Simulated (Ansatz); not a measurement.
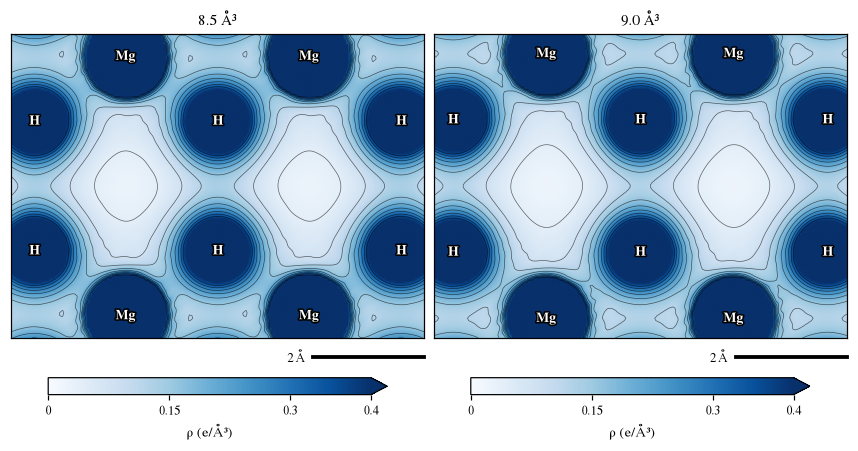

MgH$_{2}$. The valence electron density of cells scaled evenly to different volumes (given per atom above each panel), on the (011̄) plane of each (indices in the axes of the cell below), at one length scale and on one colour scale.

A structure from a database of computed crystals, not necessarily the ambient phase.

The calculation used Kohn-Sham DFT of a periodic cell, PBE, Ansatz PAW in Ansatz.

The density is the valence pseudo-density of a PAW calculation; it isn't the true density close to the nuclei.

The largest cell:

```xyz
3
Lattice="0.0000 2.3811 2.3811 2.3811 0.0000 2.3811 2.3811 2.3811 0.0000" Properties=species:S:1:pos:R:3 pbc="T T T"
Mg    0.0000    0.0000    0.0000
H     1.1905    1.1905    1.1905
H     3.5716    3.5716    3.5716
```

| volume (Å³/atom) | Mg–H contact in the plane (Å) | ρ at its midpoint (e/Å³) | pressure (GPa) | 
| --- | --- | --- | --- |
| 8.46 | 2.020 | 0.174 | 3.9 | 
| 8.64 | 2.034 | ? | ? | 
| 9.00 | 2.062 | 0.160 | −0.1 | 

Estimate the missing row, and compare with the calculation.

Answer. Over the known rows ln ρ falls by 2.00 per Å of Mg–H distance (the line through the two), which gives 0.169 e/Å³ at 2.034 Å; the calculation gives 0.169 e/Å³. For the pressure, a straight line in volume between the neighbouring rows gives 2.6 GPa; the calculation gives 2.5.
